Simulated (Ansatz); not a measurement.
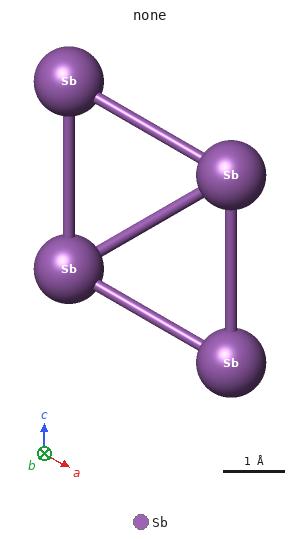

Crystalline Sb (set up in Im-3m), relaxed (cell and atoms) with several dispersion corrections. The picture shows the result with none. A ball-and-stick model of the cell of the calculation, seen along the b axis.

Computed with Ansatz 0.2.0: PBE, Ansatz PAW. Set-up: plane-wave cutoff 420 eV; k-point mesh 10 × 10 × 10; occupations fermi-dirac; smearing width 0.05 eV; no spin polarisation; cell and atoms relaxed; force threshold 0.01 eV/Å.

```
dispersion correction  volume (Å³/atom)  a (Å)
                 none            27.505  3.294
                   D4            26.213  3.241
           D3(BJ)-ATM                 ?      ?
               D3(BJ)            26.170  3.239
```

> One row is withheld. What does the calculation give there?

With D3(BJ)-ATM the volume falls between D4 (26.213) and none (27.505). The calculation gives 26.331 Å³/atom (a = 3.246 Å). In order of volume: D3(BJ) < D4 < D3(BJ)-ATM < none; the spread is 5.1 %.

Each member starts from this one structure; whether another phase lies lower wasn't checked.
